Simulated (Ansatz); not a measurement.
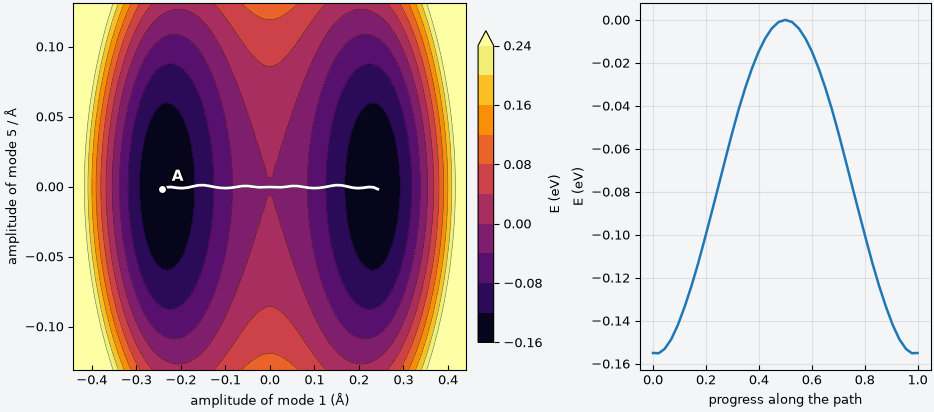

HfO₂ (Fm-3m, No. 225; 6 atoms in the cell). 
- The energy is mapped over two normal modes frozen in (zone-centre modes of the 6-atom cell of this scan, which folds in the wave vector (0, 1/2, 1/2) of the primitive cell).
- First axis: amplitude of mode 1 (229i cm⁻¹), largest displacement. Second axis: amplitude of mode 5 (90 cm⁻¹), largest displacement.
- Nothing is relaxed (the cell and all other modes fixed).
- The grid has 11 × 11 points; 36 points were computed and 85 follow by symmetry.
- Points are written as (first, second).
- All energies are given in eV per cell relative to the relaxed high-symmetry cell.
- Method: DFT PBE, scalar-relativistic, plane waves, PAW (Ansatz 0.2.0). Settings: cutoff 520 eV, k-mesh 6×6×6, gaussian smearing 0.05 eV, no spin polarisation.

The picture shows filled contours, a line along the lowest path, one colour for all values above the top of the scale, the energy along the path at the right, the start A. Between grid points the surface is interpolated.

> Describe the path and its barrier.

The easiest path leads from the well at about (−0.24 Å, 0.00 Å) to a well of about the same depth at about (0.24 Å, 0.00 Å). Its highest point lies about 0.15 eV above the bottom of the first well on the interpolated surface, at (0.000 Å, 0.000 Å). This is the barrier on the constrained surface; relaxing the other coordinates would change it.

PAW datasets: the set soft_1.
